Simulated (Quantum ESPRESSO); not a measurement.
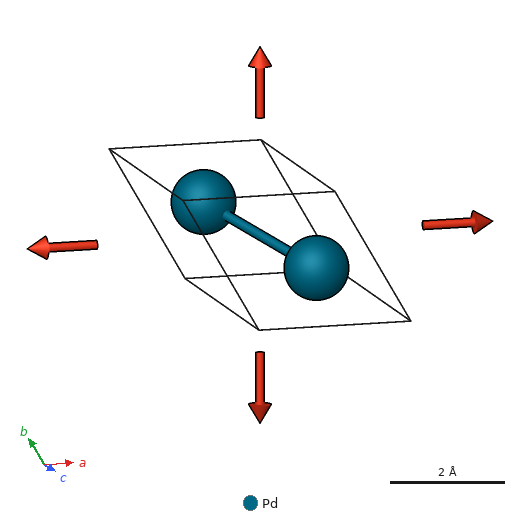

Pd, hexagonal close-packed (Mg type), space group P6₃/mmc (No. 194). The run's cell of 2 atoms is drawn unstrained, with atoms on its boundary repeated; the arrows mark the Cartesian directions x (along a) and y, along which it is stretched or compressed while the other dimension is held. The atoms were relaxed at each strain. The cell is a structure listed in the Materials Project. This isn't the form of Pd at room conditions, which is fcc.

Alike in all runs: Quantum ESPRESSO 7.5; functional PBEsol; potentials GBRV 1.5 PBEsol; cutoff 612 eV; k mesh 11 × 11 × 6 on the run's cell of 2 atoms; occupations fermi-dirac, width 0.05 eV; no spin polarisation; no spin-orbit coupling. Stress is positive in compression, averaged over the directions named.

```tsv
strain (%)	ΔE (meV/atom)	stress along x/y (GPa)	stress across, z (GPa)
−4	-14.5	8.27	0.51
−2	-24.8	-2.41	-5.05
−1	-16.2	-6.62	-7.50
0	0.0	-10.22	-9.79
+1	22.8	-13.23	-11.95
+2	?	?	?
+4	122.1	-19.73	-17.31
```

Q: How stiff is the crystal along the strain, and what belongs in the row left out?

A: The slope at zero strain is -348 GPa per unit strain, so the relaxed-ion biaxial stiffness at fixed height (C11 + C12 in these axes where the plane is isotropic) is about 350 GPa. The fit puts the stress at +2 % at -16.09 GPa. The run gave -15.77 GPa along, -13.91 GPa across and ΔE = 51.2 meV/atom.

Q: At which strain does the stress along the strained direction vanish?

A: Near −2.5 %: the cell as given is stretched along it at this level of theory (-10.2 GPa), so the energy is least there and not at zero.

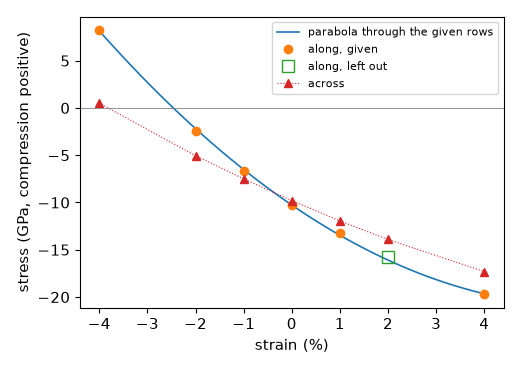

Stress against strain.

Caveat: the slope belongs to a cell under 10 GPa of tension, not to the crystal at rest.
